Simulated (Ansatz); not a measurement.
Elastic-constant calculation of CsCl

CsCl (2 atoms in the cell), computed with DFT, LDA, all-electron LAPW, no spin polarisation (Ansatz 0.2.0).

The structure derives from an entry of the Crystallography Open Database. Figures and captions count atoms from 1; the log counts them from 0 in places.

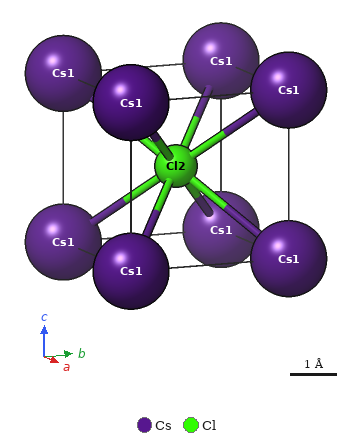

*The structure as given in the input (ball-and-stick view of the cell of the calculation, seen slightly off an axis; atoms are numbered from 1 in the order of the input).*

Near neighbours in the crystal (not all of them lie inside the picture): Cs has 8 Cl at 3.28 Å; Cl has 8 Cs at 3.28 Å.

**Results in brief**

```json
{"quantity": "outcome", "value": "converged"}
{"quantity": "space group (tolerance 0.01 Å)", "value": "Pm-3m (221)"}
{"quantity": "electrons in bands (core shells apart)", "value": "42"}
{"quantity": "free energy", "value": "−224246.4549 eV"}
{"quantity": "Fermi energy", "value": "7.953 eV"}
{"quantity": "gap on the k-point mesh", "value": "4.67 eV"}
{"quantity": "pressure", "value": "5.01 GPa"}
{"quantity": "largest force (length of the vector)", "value": "under 0.001 eV/Å"}
{"quantity": "hardware", "value": "1 thread of Arm Neoverse V1, 24 GiB of memory available, shared host"}
{"quantity": "wall time", "value": "31 s"}
{"quantity": "peak memory", "value": "0.3 GiB"}
```

**Remarks**

Settings chosen away from the usual ones: scf.n_extra_bands = 4. The cell is under a pressure of 5.0 GPa at this level, so it is not at its equilibrium volume.

**Input**
```yaml
crystal:
  lattice:
    - [3.78817948954, 0.0, 0.0]
    - [0.0, 3.78817948954, 0.0]
    - [0.0, 0.0, 3.78817948954]
  atoms:
    - { symbol: Cs, position: [0.0, 0.0, 0.0] }
    - { symbol: Cl, position: [0.5, 0.5, 0.5] }
kpoints:
  mp_grid: { grid: [6, 6, 6] }
scf:
  occupations: { method: fixed }
  n_extra_bands: 4
hamiltonian:
  xc: lda
  pseudopotentials: { kind: all_electron, lapw: { basis_error: 0.001 } }
elastic:
  mode: relaxed_ion
  stencil: two_point
  amplitude: 0.005
```

Launched with:
```bash
ansatz run input.yaml --threads 1 --pin off --max-ram 2560MiB --backend cpu --events-out ev --progress --plain --runs-dir out
```

**What the program printed**
```
LAPW: plane waves up to 6.102 Å⁻¹, error target 1.0e-3 eV per atom; small_component_spin mean_spin; Cl in spheres of 1.536 Å, 15 of its electrons in bands, Dirac shells []; Cs in spheres of 1.646 Å, 27 of its electrons in bands, Dirac shells [] (how accurate: hamiltonian.pseudopotentials.lapw.basis_error, Limitations)
scf.n_extra_bands = 4 over 21 filled bands (N_el = 42.0): the run solves 25 bands
Engine: ansatz 0.2.0, aarch64-unknown-linux-gnu
Pseudopotentials: kind: all_electron
Pseudopotential: Cs, LAPW, valence charge 27, lapw/all_electron/scalar/gaussian/Cs, Koelling and Harmon's equation, gaussian nucleus
Pseudopotential: Cl, LAPW, valence charge 15, lapw/all_electron/scalar/gaussian/Cl, Koelling and Harmon's equation, gaussian nucleus
Functional definition: SPW92
  exchange = slater_x
  correlation = pw_c
davidson cushion auto → on  (no smearing: the cushion is to keep the highest requested band from converging to the state above it; pin scf.eigensolver.cushion to override)
Crystal: 2 atoms, lattice volume = 54.362 Å³
Basis set: ecut = 141.8448336429459 eV, 203 PW (Γ), exchange–correlation at level 2
Bands: 25, of which v1, the nominal top of the filled ones, is band 21 counted from 1 (20 counted from 0)
Symmetry: 48 space group operations
Space group: Pm-3m (ITA 221), of the structure as read, at distance tolerance 3.8e-5 Å
k-points: 20 of 216
Non-local potential: Cs, projectors of the file, none
Non-local potential: Cl, projectors of the file, none
Initial density: superposition of atomic densities (chi_scale 0.1, normalization cell, long waves kept (reshape's long-wave potential 0.00 eV rms))
Initial wavefunctions: plane waves of lowest kinetic energy (no species holds an atomic orbital)
Functional: x = slater, c = lda
iter 1 solved again at ethr=9.61e-4 eV; its pass at ethr=1.00e-1 eV (dr2=4.04e-1 eV) is discarded
SCF iter   1: F=—  HF=-224246.782050 eV  |F-HF|=—  |Δ(HF+E_count)|=         —  Δρ=1.76e-2  dr2=4.03e-1  ethr=9.61e-4  ⟨swp⟩=2.2  Hψ=3213  notcnv=0
preconditioner: auto → Resta (q_TF=auto, 2.613 Å⁻¹)  ε∞=2.9  [insulator: Δε(μ)=5.666 eV  Ē_g=14.589 eV  n_scr=18 (ndim 8)  ℏωp=20.1 eV  f_vac=0.000  ε∞_Penn≈2.9]
SCF iter   2: F=—  HF=-224246.479149 eV  |F-HF|=—  |Δ(HF+E_count)|=   3.03e-1  Δρ=7.32e-3  dr2=7.74e-2  ethr=9.60e-4  ⟨swp⟩=3.0  Hψ=1723  notcnv=0  defer=2
SCF iter   3: F=—  HF=-224246.463280 eV  |F-HF|=—  |Δ(HF+E_count)|=   1.59e-2  Δρ=4.85e-3  dr2=3.52e-2  ethr=1.84e-4  ⟨swp⟩=2.0  Hψ=1654  notcnv=0
iter 4 solved again at ethr=9.47e-7 eV; its pass at ethr=8.39e-5 eV (dr2=3.98e-4 eV) is discarded
SCF iter   4: F=—  HF=-224246.455247 eV  |F-HF|=—  |Δ(HF+E_count)|=         —  Δρ=6.46e-4  dr2=3.97e-4  ethr=9.47e-7  ⟨swp⟩=2.9  Hψ=2815  notcnv=0
the basis was enlarged: its passes take 54.8 KiB over the memory plan, 1 of 1 planned eigensolver slots
SCF iter   5: F=—  HF=-224246.454950 eV  |F-HF|=—  |Δ(HF+E_count)|=   2.98e-4  Δρ=1.10e-4  dr2=6.79e-6  ethr=9.44e-7  ⟨swp⟩=2.9  Hψ=1688  notcnv=0
SCF iter   6: F=—  HF=-224246.454950 eV  |F-HF|=—  |Δ(HF+E_count)|=   1.22e-7  Δρ=3.42e-5  dr2=1.02e-6  ethr=1.62e-8  ⟨swp⟩=3.1  Hψ=1747  notcnv=0
SCF iter   7: F=—  HF=-224246.454950 eV  |F-HF|=—  |Δ(HF+E_count)|=   2.55e-8  Δρ=6.95e-6  dr2=3.60e-8  ethr=2.42e-9  ⟨swp⟩=3.0  Hψ=1740  notcnv=0
SCF iter   8: F=—  HF=-224246.454950 eV  |F-HF|=—  |Δ(HF+E_count)|=   5.47e-9  Δρ=1.77e-6  dr2=2.98e-9  ethr=8.58e-11  ⟨swp⟩=3.0  Hψ=1748  notcnv=0
SCF iter   9: F=—  HF=-224246.454950 eV  |F-HF|=—  |Δ(HF+E_count)|=   2.04e-9  Δρ=4.65e-7  dr2=1.43e-10  ethr=7.10e-12  ⟨swp⟩=3.0  Hψ=1737  notcnv=0
SCF iter  10: F=—  HF=-224246.454950 eV  |F-HF|=—  |Δ(HF+E_count)|=  2.62e-10  Δρ=2.47e-7  dr2=3.51e-11  ethr=4.43e-12 (applied; sched 1.00e-12)  ⟨swp⟩=2.0  Hψ=1666  notcnv=0
SCF iter  11: F=—  HF=-224246.454950 eV  |F-HF|=—  |Δ(HF+E_count)|=  2.62e-10  Δρ=4.29e-8  dr2=1.15e-12  ethr=4.43e-12 (applied; sched 1.00e-12)  ⟨swp⟩=2.0  Hψ=1666  notcnv=0
SCF iter  12: F=-224246.454950 eV  HF=-224246.454950 eV  |F-HF|=1.46e-10  |Δ(HF+E_count)|=  5.82e-11  Δρ=5.23e-9  dr2=1.53e-14  ethr=4.43e-12 (applied; sched 1.00e-12)  ⟨swp⟩=2.0  Hψ=1666  notcnv=0
SCF 1 converged in 12 iterations: F = -224246.454950 eV  dr2 = 1.53e-14
Crystal: 2 atoms, lattice volume = 54.090 Å³
Basis set: ecut = 142.31962861839608 eV, 203 PW (Γ), exchange–correlation at level 2
Symmetry: 16 space group operations
k-points: 40 of 216
Initial density: handed on by an earlier stage of this run
Initial wavefunctions: plane waves of lowest kinetic energy (no species holds an atomic orbital; no wavefunctions were taken with the density)
iter 1 solved again at ethr=8.65e-9 eV; its pass at ethr=1.00e-1 eV (dr2=3.63e-6 eV) is discarded
SCF iter   1: F=—  HF=-224246.446151 eV  |F-HF|=—  |Δ(HF+E_count)|=         —  Δρ=7.31e-5  dr2=4.80e-6  ethr=8.65e-9  ⟨swp⟩=7.2  Hψ=9254  notcnv=0
preconditioner: auto → Resta (q_TF=auto, 2.616 Å⁻¹)  ε∞=3.0  [insulator: Δε(μ)=4.635 eV  Ē_g=14.385 eV  n_scr=18 (ndim 8)  ℏωp=20.2 eV  f_vac=0.006  ε∞_Penn≈3.0]
SCF iter   2: F=—  HF=-224246.446149 eV  |F-HF|=—  |Δ(HF+E_count)|=   1.82e-6  Δρ=4.02e-5  dr2=1.34e-6  ethr=8.65e-9  ⟨swp⟩=3.0  Hψ=3452  notcnv=0  defer=1
SCF iter   3: F=—  HF=-224246.446149 eV  |F-HF|=—  |Δ(HF+E_count)|=   9.98e-9  Δρ=2.04e-5  dr2=4.05e-7  ethr=3.19e-9  ⟨swp⟩=2.4  Hψ=3343  notcnv=0
iter 4 solved again at ethr=4.14e-11 eV; its pass at ethr=9.65e-10 eV (dr2=1.74e-8 eV) is discarded
SCF iter   4: F=—  HF=-224246.446149 eV  |F-HF|=—  |Δ(HF+E_count)|=   1.48e-8  Δρ=4.21e-6  dr2=1.74e-8  ethr=4.14e-11  ⟨swp⟩=2.1  Hψ=5666  notcnv=0
SCF iter   5: F=—  HF=-224246.446149 eV  |F-HF|=—  |Δ(HF+E_count)|=   1.46e-9  Δρ=6.74e-7  dr2=2.09e-10  ethr=4.14e-11  ⟨swp⟩=2.6  Hψ=3364  notcnv=0
SCF iter   6: F=—  HF=-224246.446149 eV  |F-HF|=—  |Δ(HF+E_count)|=  3.20e-10  Δρ=1.38e-7  dr2=1.72e-11  ethr=4.42e-12 (applied; sched 1.00e-12)  ⟨swp⟩=2.1  Hψ=3327  notcnv=0
SCF iter   7: F=—  HF=-224246.446149 eV  |F-HF|=—  |Δ(HF+E_count)|=  2.04e-10  Δρ=2.53e-8  dr2=7.17e-13  ethr=4.42e-12 (applied; sched 1.00e-12)  ⟨swp⟩=2.0  Hψ=3324  notcnv=0
SCF iter   8: F=—  HF=-224246.446149 eV  |F-HF|=—  |Δ(HF+E_count)|=  1.75e-10  Δρ=1.29e-8  dr2=1.24e-13  ethr=4.42e-12 (applied; sched 1.00e-12)  ⟨swp⟩=2.0  Hψ=3324  notcnv=0
SCF iter   9: F=-224246.446149 eV  HF=-224246.446149 eV  |F-HF|=5.82e-11  |Δ(HF+E_count)|=  1.75e-10  Δρ=4.54e-9  dr2=1.29e-14  ethr=4.42e-12 (applied; sched 1.00e-12)  ⟨swp⟩=2.0  Hψ=3324  notcnv=0
SCF 2 converged in 9 iterations: F = -224246.446149 eV  dr2 = 1.29e-14
Crystal: 2 atoms, lattice volume = 54.633 Å³
Basis set: ecut = 141.37397888202742 eV, 203 PW (Γ), exchange–correlation at level 2
iter 1 solved again at ethr=1.76e-8 eV; its pass at ethr=1.00e-1 eV (dr2=7.37e-6 eV) is discarded
SCF iter   1: F=—  HF=-224246.463155 eV  |F-HF|=—  |Δ(HF+E_count)|=         —  Δρ=7.15e-5  dr2=4.63e-6  ethr=1.76e-8  ⟨swp⟩=6.8  Hψ=8999  notcnv=0
preconditioner: auto → Resta (q_TF=auto, 2.611 Å⁻¹)  ε∞=3.0  [insulator: Δε(μ)=4.675 eV  Ē_g=14.360 eV  n_scr=18 (ndim 8)  ℏωp=20.1 eV  f_vac=0.009  ε∞_Penn≈3.0]
SCF iter   2: F=—  HF=-224246.463153 eV  |F-HF|=—  |Δ(HF+E_count)|=   1.76e-6  Δρ=3.91e-5  dr2=1.28e-6  ethr=1.10e-8  ⟨swp⟩=3.0  Hψ=3444  notcnv=0
SCF iter   3: F=—  HF=-224246.463153 eV  |F-HF|=—  |Δ(HF+E_count)|=   1.38e-8  Δρ=2.03e-5  dr2=4.04e-7  ethr=3.04e-9  ⟨swp⟩=2.4  Hψ=3346  notcnv=0
iter 4 solved again at ethr=4.09e-11 eV; its pass at ethr=9.61e-10 eV (dr2=1.72e-8 eV) is discarded
SCF iter   4: F=—  HF=-224246.463153 eV  |F-HF|=—  |Δ(HF+E_count)|=   3.64e-9  Δρ=4.14e-6  dr2=1.72e-8  ethr=4.09e-11  ⟨swp⟩=2.1  Hψ=5674  notcnv=0
SCF iter   5: F=—  HF=-224246.463153 eV  |F-HF|=—  |Δ(HF+E_count)|=  6.11e-10  Δρ=6.57e-7  dr2=1.96e-10  ethr=4.09e-11  ⟨swp⟩=2.6  Hψ=3377  notcnv=0
SCF iter   6: F=—  HF=-224246.463153 eV  |F-HF|=—  |Δ(HF+E_count)|=  1.46e-10  Δρ=1.34e-7  dr2=1.64e-11  ethr=4.48e-12 (applied; sched 1.00e-12)  ⟨swp⟩=2.1  Hψ=3336  notcnv=0
SCF iter   7: F=—  HF=-224246.463153 eV  |F-HF|=—  |Δ(HF+E_count)|=  1.46e-10  Δρ=2.67e-8  dr2=7.79e-13  ethr=4.43e-12 (applied; sched 1.00e-12)  ⟨swp⟩=2.0  Hψ=3330  notcnv=0
SCF iter   8: F=—  HF=-224246.463153 eV  |F-HF|=—  |Δ(HF+E_count)|=  2.04e-10  Δρ=1.29e-8  dr2=1.28e-13  ethr=4.43e-12 (applied; sched 1.00e-12)  ⟨swp⟩=2.0  Hψ=3330  notcnv=0
SCF iter   9: F=-224246.463153 eV  HF=-224246.463153 eV  |F-HF|=1.46e-10  |Δ(HF+E_count)|=  2.91e-11  Δρ=4.21e-9  dr2=1.17e-14  ethr=4.43e-12 (applied; sched 1.00e-12)  ⟨swp⟩=2.0  Hψ=3330  notcnv=0
SCF 3 converged in 9 iterations: F = -224246.463153 eV  dr2 = 1.17e-14
Crystal: 2 atoms, lattice volume = 54.361 Å³
Basis set: ecut = 141.84542466616435 eV, 203 PW (Γ), exchange–correlation at level 2
Symmetry: 8 space group operations
k-points: 52 of 216
iter 1 solved again at ethr=8.49e-9 eV; its pass at ethr=1.00e-1 eV (dr2=3.57e-6 eV) is discarded
SCF iter   1: F=—  HF=-224246.454812 eV  |F-HF|=—  |Δ(HF+E_count)|=         —  Δρ=6.30e-5  dr2=3.01e-6  ethr=8.49e-9  ⟨swp⟩=7.3  Hψ=12014  notcnv=0
preconditioner: auto → Resta (q_TF=auto, 2.613 Å⁻¹)  ε∞=3.0  [insulator: Δε(μ)=4.665 eV  Ē_g=14.373 eV  n_scr=18 (ndim 8)  ℏωp=20.1 eV  f_vac=0.009  ε∞_Penn≈3.0]
SCF iter   2: F=—  HF=-224246.454810 eV  |F-HF|=—  |Δ(HF+E_count)|=   1.33e-6  Δρ=3.83e-5  dr2=1.13e-6  ethr=7.17e-9  ⟨swp⟩=2.0  Hψ=4324  notcnv=0
iter 3 solved again at ethr=1.40e-10 eV; its pass at ethr=2.68e-9 eV (dr2=5.87e-8 eV) is discarded
SCF iter   3: F=—  HF=-224246.454810 eV  |F-HF|=—  |Δ(HF+E_count)|=   3.35e-7  Δρ=8.67e-6  dr2=5.85e-8  ethr=1.40e-10  ⟨swp⟩=2.3  Hψ=7214  notcnv=0
SCF iter   4: F=—  HF=-224246.454810 eV  |F-HF|=—  |Δ(HF+E_count)|=   5.18e-9  Δρ=4.86e-7  dr2=1.86e-10  ethr=1.39e-10  ⟨swp⟩=2.1  Hψ=4327  notcnv=0
SCF iter   5: F=—  HF=-224246.454810 eV  |F-HF|=—  |Δ(HF+E_count)|=   1.69e-9  Δρ=2.35e-7  dr2=1.69e-11  ethr=4.63e-12 (applied; sched 1.00e-12)  ⟨swp⟩=3.0  Hψ=4427  notcnv=0
SCF iter   6: F=—  HF=-224246.454810 eV  |F-HF|=—  |Δ(HF+E_count)|=  2.91e-11  Δρ=8.87e-8  dr2=2.19e-12  ethr=4.43e-12 (applied; sched 1.00e-12)  ⟨swp⟩=2.0  Hψ=4324  notcnv=0
SCF iter   7: F=-224246.454810 eV  HF=-224246.454810 eV  |F-HF|=1.16e-10  |Δ(HF+E_count)|=  2.62e-10  Δρ=1.25e-8  dr2=5.71e-14  ethr=4.43e-12 (applied; sched 1.00e-12)  ⟨swp⟩=2.0  Hψ=4324  notcnv=0
SCF 4 converged in 7 iterations: F = -224246.454810 eV  dr2 = 5.71e-14
iter 1 solved again at ethr=8.67e-9 eV; its pass at ethr=1.00e-1 eV (dr2=3.64e-6 eV) is discarded
SCF iter   1: F=—  HF=-224246.454812 eV  |F-HF|=—  |Δ(HF+E_count)|=         —  Δρ=6.30e-5  dr2=3.01e-6  ethr=8.67e-9  ⟨swp⟩=7.3  Hψ=12014  notcnv=0
SCF iter   2: F=—  HF=-224246.454810 eV  |F-HF|=—  |Δ(HF+E_count)|=   1.33e-6  Δρ=3.83e-5  dr2=1.13e-6  ethr=7.17e-9  ⟨swp⟩=2.0  Hψ=4324  notcnv=0
iter 3 solved again at ethr=1.40e-10 eV; its pass at ethr=2.68e-9 eV (dr2=5.86e-8 eV) is discarded
SCF iter   3: F=—  HF=-224246.454810 eV  |F-HF|=—  |Δ(HF+E_count)|=   3.35e-7  Δρ=8.67e-6  dr2=5.84e-8  ethr=1.40e-10  ⟨swp⟩=2.4  Hψ=7217  notcnv=0
SCF iter   4: F=—  HF=-224246.454810 eV  |F-HF|=—  |Δ(HF+E_count)|=   5.50e-9  Δρ=5.03e-7  dr2=2.03e-10  ethr=1.39e-10  ⟨swp⟩=2.1  Hψ=4327  notcnv=0
SCF iter   5: F=—  HF=-224246.454810 eV  |F-HF|=—  |Δ(HF+E_count)|=   1.43e-9  Δρ=2.40e-7  dr2=1.71e-11  ethr=4.63e-12 (applied; sched 1.00e-12)  ⟨swp⟩=3.0  Hψ=4433  notcnv=0
SCF iter   6: F=—  HF=-224246.454810 eV  |F-HF|=—  |Δ(HF+E_count)|=  5.82e-11  Δρ=8.89e-8  dr2=2.19e-12  ethr=4.43e-12 (applied; sched 1.00e-12)  ⟨swp⟩=2.0  Hψ=4324  notcnv=0
SCF iter   7: F=-224246.454810 eV  HF=-224246.454810 eV  |F-HF|=8.73e-11  |Δ(HF+E_count)|=  2.62e-10  Δρ=1.24e-8  dr2=5.68e-14  ethr=4.43e-12 (applied; sched 1.00e-12)  ⟨swp⟩=2.0  Hψ=4324  notcnv=0
SCF 5 converged in 7 iterations: F = -224246.454810 eV  dr2 = 5.68e-14
SCF converged after 12 iterations
Free energy (F): -224246.454950 eV
Harris-Foulkes:  -224246.454950 eV  (|F-HF|=1.46e-10)
Internal energy: -224246.454950 eV  (E = F + TS)
E sigma→0 (E₀):  -224246.454950 eV
Fermi energy:    7.952721 eV
--- Per-component energies (eV) ---
  E_band       = -3348.103439
  E_kinetic    = 237603.399991
  E_xc         = -5807.862602
  E_electrostatic = -456041.992338  (all electrons and nuclei)
  E_smearing   = -0.000000  (= −TS)
  E_closure    = 0.000000  (closes the sum)
  E_atoms      = -224239.253908  (free atoms, spherical and without spin; not in F)
  Σ components = -224246.454950   (vs F -224246.454950, Δ=0.00e0)
  Basis errors (estimates in eV, not in F): energy 3.1e-4 per atom: plane waves 2.7e-4 (1.5e-4 summed), levels above the bands 0.0e0, relativity 2.6e-9, radial functions 3.6e-5, core shells 3.7e-12; eigenvalues (radial functions only) 4.7e-5; not estimated: angular momenta, meshes, grids; target (lapw.basis_error) 1.0e-3; muffin-tin radii Cl 1.536 Å, Cs 1.646 Å
--- Forces (eV/Å), atoms counted from 1 ---
  atom   1  Cs    -0.00000000     0.00000000     0.00000000
  atom   2  Cl     0.00000000    -0.00000000     0.00000000
  max |Σ_I F_I| component: 1.13e-30 eV/Å
--- Stress (GPa, compression-positive) ---
        5.010079       0.000000       0.000000
        0.000000       5.010079       0.000000
        0.000000       0.000000       5.010079
  P = ⅓ Tr σ = 5.0101 GPa (50.101 kbar)
--- Band table (eV; the first three rows and the last of 20) ---
  k-point 0: bands = ["-234.5137", "-203.5919", "-174.3912", "-174.3912", "-174.3912", "-144.3746", "-144.3746", "-144.3746", "-58.2376", "-58.2376", "-58.2337", "-58.2337", "-58.2337", "-11.3998", "-4.6195", "2.4183", "2.4183", "2.4183", "7.9527", "7.9527", "7.9527", "12.6247", "12.6247", "14.1978", "18.6613"]
  k-point 1: bands = ["-234.5137", "-203.5919", "-174.3912", "-174.3912", "-174.3912", "-144.3746", "-144.3746", "-144.3746", "-58.2376", "-58.2375", "-58.2338", "-58.2338", "-58.2337", "-11.3418", "-4.6792", "2.1831", "2.5062", "2.5062", "7.3795", "7.8053", "7.8053", "12.8616", "13.5535", "15.0588", "18.3621"]
  k-point 2: bands = ["-234.5137", "-203.5919", "-174.3912", "-174.3912", "-174.3912", "-144.3746", "-144.3746", "-144.3746", "-58.2376", "-58.2372", "-58.2338", "-58.2338", "-58.2337", "-11.2203", "-4.8167", "1.8242", "2.6979", "2.6979", "6.4486", "7.4891", "7.4891", "13.5149", "15.5457", "16.9028", "17.3492"]
  k-point 19: bands = ["-234.5137", "-203.5919", "-174.3912", "-174.3912", "-174.3912", "-144.3746", "-144.3746", "-144.3746", "-58.2369", "-58.2369", "-58.2339", "-58.2339", "-58.2339", "-10.8049", "-4.3742", "1.4934", "1.4934", "1.4934", "5.9184", "5.9184", "5.9184", "17.4919", "17.4919", "17.4919", "19.6157"]
--- Elastic constants: 2 strain directions × 2 members + reference (group order 48) ---
  dense FFT box of the reference and of every strained cell: 16×16×16
  strains applied: 11, 23; error gains: componentwise 1.00 (the most a stress slope's error grows in a printed constant), spectral 1.73 (1 for all six strains in a standard setting)
  C = ∂σ_k/∂η_j (tension-positive GPa; Voigt order 11 22 33 23 13 12):
        70.448     37.505     37.505     -0.000     -0.000     -0.000
        37.505     70.448     37.505     -0.000     -0.000     -0.000
        37.505     37.505     70.448     -0.000     -0.000     -0.000
        -0.000      0.000     -0.000     30.456      0.000     -0.000
        -0.000      0.000      0.000     -0.000     30.456     -0.000
        -0.000      0.000      0.000      0.000     -0.000     30.456
  reference stress σ⁰ (GPa):     -5.010     -5.010     -5.010     -0.000      0.000      0.000
  no Pulay correction (none for the plane-wave cutoff is built on LAPW): the batch's stresses and constants are at fixed plane waves
  C* (energy form; C + prestress term) asymmetry max|C*_kj − C*_jk| = 2.842e-14 GPa — a small one proves nothing (zero by symmetry where the batch's group is 432, −43m or m−3m); a large one is finite-difference/SCF noise where every solve meets its electron count
  moduli (Voigt/Reuss/Hill, GPa): K = 48.49/48.49/48.49   G = 24.86/22.73/23.80   E = 61.36   ν = 0.289
  mechanically stable: yes (min eigenvalue of sym C = 30.46 GPa)
  where every solve meets its electron count the energy-path curvature estimates C_jj along a normal strain and C_jj − ¼(σ⁰_aa + σ⁰_bb) along a shear (ab), closely only under elastic.basis: deformed
  strain η (Voigt 11):  stress-route row diagonal C_11 = 70.45 GPa, energy-path curvature d²(F+E_count)/dδ²/Ω₀ = 70.44 GPa
         δ    σ_11 (GPa)             F (eV)   n_scf  n_hpsi   n_pw
    -5.000e-3      -5.3669     -224246.4461489       9   38838    228   relax 0 steps, max|allowed force component| 4.82e-30 eV/Å
     5.000e-3      -4.6624     -224246.4631532       9   38628    228   relax 0 steps, max|allowed force component| 4.67e-30 eV/Å
  strain η (Voigt 23):  stress-route row diagonal C_44 = 30.46 GPa, energy-path curvature d²(F+E_count)/dδ²/Ω₀ = 32.96 GPa
         δ    σ_23 (GPa)             F (eV)   n_scf  n_hpsi   n_pw
    -5.000e-3      -0.1523     -224246.4548100       7   41546    228   relax 0 steps, max|allowed force component| 4.07e-30 eV/Å
     5.000e-3       0.1523     -224246.4548100       7   41553    228   relax 0 steps, max|allowed force component| 3.87e-30 eV/Å
```

**File elastic.tsv**
```
# convention: tension-positive GPa; Voigt order 11 22 33 23 13 12; engineering shear strains; stresses and constants hold the Pulay correction, whose part of sigma0, of c and of each member's stress the lines and columns named pulay_correction_..._gpa give (of
# sigma0_gpa = -5.0100793867e0 -5.0100793867e0 -5.0100793867e0 -2.3161111831e-17 0.0000000000e0 0.0000000000e0
# pulay_correction_withheld = augmented_plane_waves
# c_energy_asymmetry_gpa = 2.8421709430e-14
# group_order = 48
# error_gain_componentwise = 1.0000000000e0	error_gain_spectral = 1.7320508076e0
# k_voigt_gpa = 4.8485835906e1	k_reuss_gpa = 4.8485835906e1	k_hill_gpa = 4.8485835906e1
# g_voigt_gpa = 2.4861980363e1	g_reuss_gpa = 2.2734808807e1	g_hill_gpa = 2.3798394585e1
# youngs_gpa = 6.1356592891e1	poisson = 2.8909100722e-1
# min_eigenvalue_gpa = 3.0455797940e1	stable = true
# k	c_k1_gpa	c_k2_gpa	c_k3_gpa	c_k4_gpa	c_k5_gpa	c_k6_gpa	c_energy_k1_gpa	c_energy_k2_gpa	c_energy_k3_gpa	c_energy_k4_gpa	c_energy_k5_gpa	c_energy_k6_gpa	pulay_correction_c_k1_gpa	pulay_correction_c_k2_gpa	pulay_correction_c_k3_gpa	pulay_correction_c_k4_gpa	pu
```
